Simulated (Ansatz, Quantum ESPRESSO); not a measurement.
# TaN(001), 4 layers against a metal electrode: the electrode's level over the Fermi level at a withheld member of a series

**Set-up.** Quantum ESPRESSO 7.5, PBE, GBRV ultrasoft. The slab is relaxed neutral, then held. ESM with bc3: vacuum below and a metal electrode about 6 Å above the top atoms. Cold smearing of 0.02 Ry. Charges are set per cell from the starting area. The slabs take the lattice constants of the bulk relaxed by the same program. The series steps the charge of the slab (positive: electrons removed).

```tsv
charge of the slab	electrode's level over the Fermi level (eV)
1 ×10¹³ e/cm²	3.883
2 ×10¹³ e/cm²	4.657
3 ×10¹³ e/cm²	5.446
4.5 ×10¹³ e/cm²	6.656
6 ×10¹³ e/cm²	7.889
7 ×10¹³ e/cm²	8.723
```

To predict: What is the electrode's level over the Fermi level at 8 ×10¹³ e/cm²?

**Worked estimate.** The rows at 6 ×10¹³ e/cm² and 7 ×10¹³ e/cm² give a slope of (8.723 − (7.889))/(7 − (6)) = 0.834, so a straight line gives 9.557 eV. A parabola through these and the row at 4.5 ×10¹³ e/cm² gives 9.567 eV.

**The withheld run.** 9.564 eV. The line misses by −0.007 and the parabola by +0.003 eV. Both misses are under 5 % of the step from the nearer row.

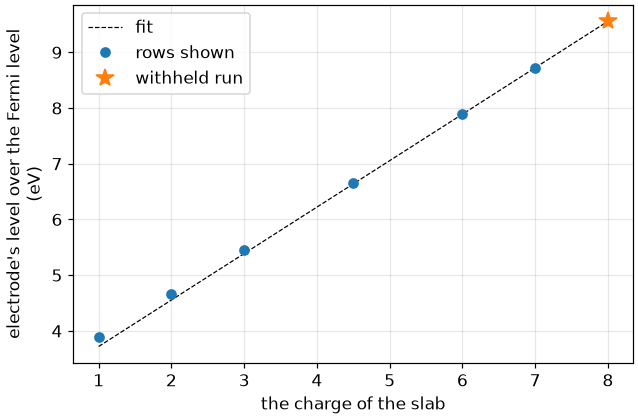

The rows shown, the fit and the withheld run.

Caveats: Vacuum fills the gap; ions don't answer the charge; added electrons can spill towards the electrode at the most negative charges. Members without a usable value, or on the other side of zero field or charge, are not listed.

[Logs are printed without paths, hosts, clocks, repeated set-up lines and the standing remarks that a program may print on its own settings, such as how far it seeks lower states.]
